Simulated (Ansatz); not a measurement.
Si24O48H: several calculations on one system

## 1. Relaxation

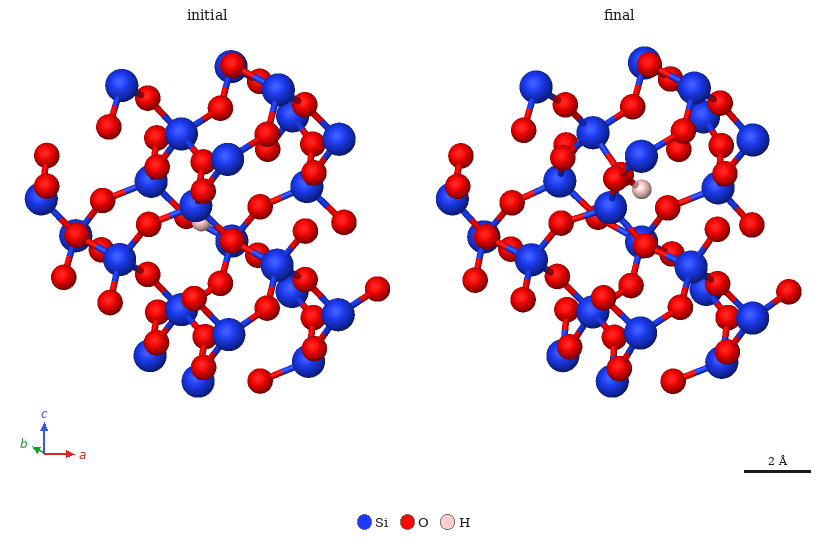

The structure of a defect cell of composition Si24O48H (cell charge +1) before (left) and after (right) a relaxation, at one scale.

The picture is a ball-and-stick view of the atoms within 5.8 Å of the atom that moves most (axes of the cell of the calculation, reduced to other axes (origin shifted)), seen slightly off an axis. Lengths and directions refer to the drawn axes.

Computed with DFT, PBEsol, PAW, plane waves (Ansatz 0.2.0). Set-up: plane-wave cutoff 420 eV; k-point mesh 1 × 1 × 1; mesh shifted by (0.25, 0.25, 0.25); no spin polarisation; atoms relaxed in a fixed cell; force threshold 0.03 eV/Å; at most 80 steps.

> Summarise the run.

The largest move is that of the H atom, 1.31 Å along [3 1 3]. By element the largest moves are H 1.31 Å, O 0.76 Å, Si 0.26 Å. The cell doesn't change. Near-neighbour distances that change, for instance: H–O 2.365 → 1.052 Å, O–Si 1.596 → 1.738 Å, O–Si 1.581 → 1.667 Å, O–Si 1.555 → 1.621 Å. New bonds form: H–O (2.37 → 1.05 Å). Among the angles between lasting bonds that change: Si–O–Si 140.3° → 166.5°, Si–O–Si 145.2° → 133.0°, Si–O–Si 142.7° → 153.7°. After 15 geometry steps the energy has fallen by 4.994 eV per cell of the calculation. Largest force component: 2.9 eV/Å at the start, 0.023 eV/Å at the end.

Limits of the set-up: the cell is charged, on a uniform background, and energies carry no finite-size correction.

## 2. Relaxation

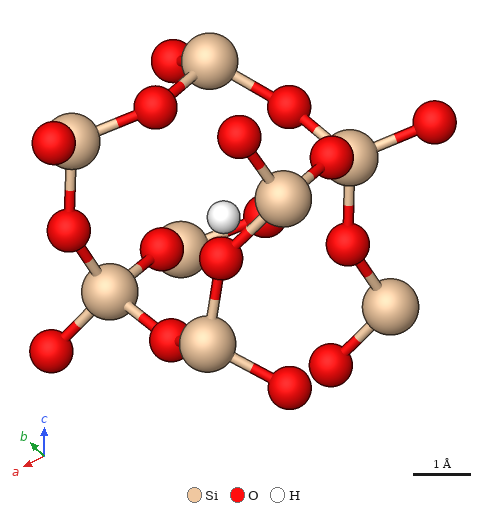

A defect cell of composition Si₂₄O₄₈H (cell charge −1), before the relaxation. Style: ball-and-stick. Shown: the atoms within 4.2 Å of the atom that moves most (axes of the cell of the calculation (origin shifted)), from a free direction.

These are results of DFT, PBEsol, PAW, plane waves (Ansatz), not measurements.

(plane-wave cutoff 420 eV; k-point mesh 1 × 1 × 1; mesh shifted by (0.25, 0.25, 0.25); no spin polarisation; atoms relaxed in a fixed cell; force threshold 0.03 eV/Å; at most 80 steps)

```
CELL_PARAMETERS angstrom
9.90164 0.00000 0.00000
-4.95082 8.57507 0.00000
0.00000 0.00000 10.88588
ATOMIC_POSITIONS crystal
Si 0.23077 0.99711 0.16845
Si 0.23466 0.99575 0.66894
Si 0.23476 0.50048 0.16940
Si 0.23764 0.49923 0.66731
Si 0.73544 0.99695 0.17000
Si 0.73370 0.00315 0.66789
Si 0.73441 0.49774 0.16607
Si 0.73443 0.50163 0.66718
Si 0.99724 0.23451 0.33413
Si 0.00049 0.23709 0.83539
Si 0.00187 0.73829 0.33547
Si 0.99997 0.73400 0.83635
Si 0.50027 0.23469 0.33088
Si 0.50098 0.23787 0.83230
Si 0.50325 0.73843 0.33217
Si 0.49836 0.73661 0.83478
Si 0.26071 0.26151 0.99953
Si 0.26612 0.26835 0.49955
Si 0.26904 0.76906 0.99906
Si 0.26343 0.76384 0.50158
Si 0.76591 0.26520 0.99981
Si 0.76001 0.26072 0.49937
Si 0.76396 0.76199 0.00298
Si 0.77043 0.77150 0.50079
O 0.20570 0.12993 0.10576
O 0.20784 0.13295 0.60556
O 0.20264 0.62945 0.10978
O 0.20427 0.63363 0.60540
O 0.70498 0.13075 0.10590
O 0.70465 0.13076 0.60655
O 0.70598 0.63437 0.10431
O 0.70433 0.63535 0.60662
O 0.36483 0.07470 0.27276
O 0.36813 0.07347 0.77174
O 0.36706 0.57366 0.27193
O 0.36829 0.57420 0.77224
O 0.86808 0.07733 0.27282
O 0.86489 0.07254 0.77476
O 0.87013 0.57333 0.27673
O 0.86757 0.57273 0.77353
O 0.42634 0.29314 0.43909
O 0.42254 0.29070 0.94168
O 0.42797 0.79334 0.43871
O 0.42851 0.79553 0.94067
O 0.92434 0.29233 0.44124
O 0.92710 0.29357 0.94270
O 0.92817 0.79433 0.43840
O 0.92829 0.79312 0.94169
O 0.13620 0.21118 0.39496
O 0.12924 0.20749 0.89109
O 0.13171 0.70703 0.39419
O 0.13081 0.70390 0.89205
O 0.63301 0.20575 0.39128
O 0.63154 0.20258 0.89433
O 0.63121 0.70655 0.39330
O 0.62998 0.70008 0.89243
O 0.07215 0.36185 0.22908
O 0.07227 0.36755 0.72601
O 0.07063 0.86832 0.22499
O 0.07510 0.86684 0.72715
O 0.57257 0.36557 0.22662
O 0.57356 0.36466 0.72604
O 0.57194 0.86582 0.22454
O 0.57447 0.86665 0.72790
O 0.29324 0.42555 0.05680
O 0.29137 0.42486 0.55932
O 0.29302 0.92550 0.05828
O 0.28893 0.92594 0.55838
O 0.79643 0.42865 0.06041
O 0.79477 0.42920 0.55869
O 0.79563 0.92556 0.05952
O 0.79087 0.92776 0.55699
H 0.49800 0.67297 0.58118
```

Predict the outcome.

The energy falls by 3.712 eV per cell of the calculation in 12 geometry steps. The largest force component goes from 3 to 0.025 eV/Å. The largest move is that of H73, 0.58 Å along [−3 −1 1]. By element the largest moves are H 0.58 Å, Si 0.40 Å, O 0.33 Å. The cell doesn't change. Among the contacts that change: Si4–H73 2.460 → 1.535 Å, Si4–O58 1.629 → 1.759 Å, Si4–O36 1.603 → 1.707 Å, Si4–O66 1.612 → 1.675 Å. New bonds form: Si4–H73 (2.46 → 1.54 Å). Among the angles between lasting bonds that change: O36–Si4–O58 110.3° → 88.7°, O36–Si4–O66 110.9° → 130.5°, O58–Si4–O66 110.5° → 91.9°.

History of the run:

```
step  E − E(0), meV/atom  largest force component, eV/Å
   0                0.00                         3.0064
   1              -15.74                         2.3243
   2              -34.85                         2.0730
   3              -40.68                         1.0235
   4              -43.14                         1.7353
   5              -45.72                         1.3171
   6              -46.77                         1.2222
   7              -49.83                         0.4488
   8              -50.44                         0.2031
   9              -50.49                         0.2628
  10              -50.81                         0.0643
  11              -50.84                         0.0343
  12              -50.85                         0.0249
```

After the run, drawn alike:

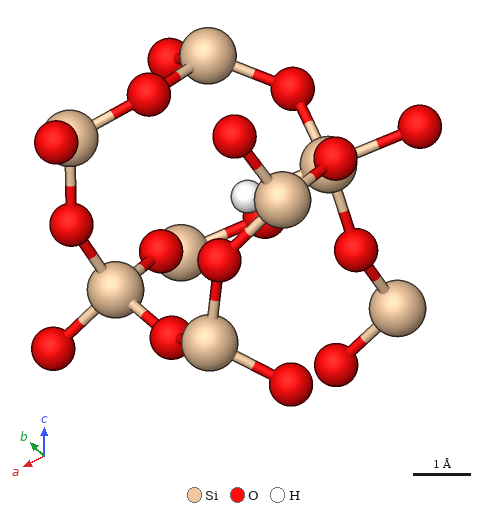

Limits of the set-up: the cell is charged, on a uniform background, and energies carry no finite-size correction.

## 3. Defect

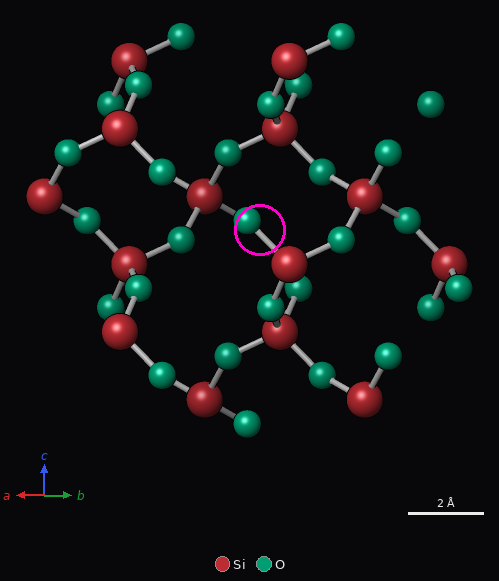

Perfect SiO₂. A ball-and-stick model of the atoms within 6.0 Å of one point, in a slice 5.0 Å thick across the line of sight, seen along [110].

Computed with DFT, PBEsol, PAW, plane waves (Ansatz). Settings: plane-wave cutoff 420 eV; k-point mesh 1 × 1 × 1; mesh shifted by (0.25, 0.25, 0.25); no spin polarisation. Fermi-Dirac smearing of 0.01 eV. A uniform background neutralises the charged cell. The axes drawn are those of the host's conventional cell.

An extra hydrogen atom is put between the host's atoms (an interstitial) at the ringed place, in charge state −1. The supercell has 72 sites, and the atoms are relaxed at the host's cell.

**How do the neighbours respond?**

The H atom starts with 7 O at 2.28 to 2.74 Å, 2 Si at 2.47 to 2.48 Å around its place and ends with 1 Si at 1.54 Å. Of the host's atoms, a silicon atom moves furthest from its site, by 0.42 Å. The H atom itself moves 0.59 Å from where it was put.

The relaxed defect, seen from the same direction:

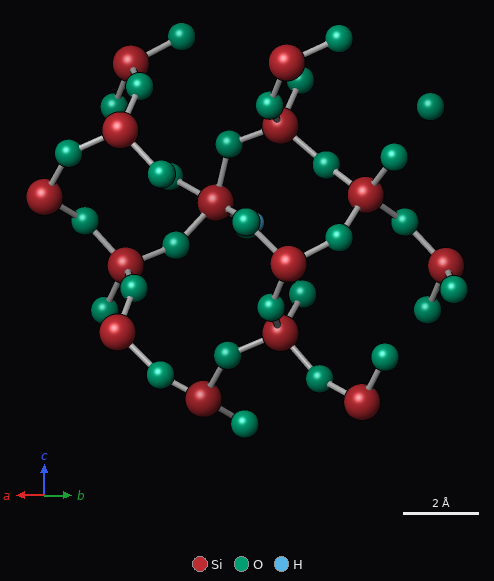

Limits of the set-up: the cell is charged, on a uniform background, and energies carry no finite-size correction.
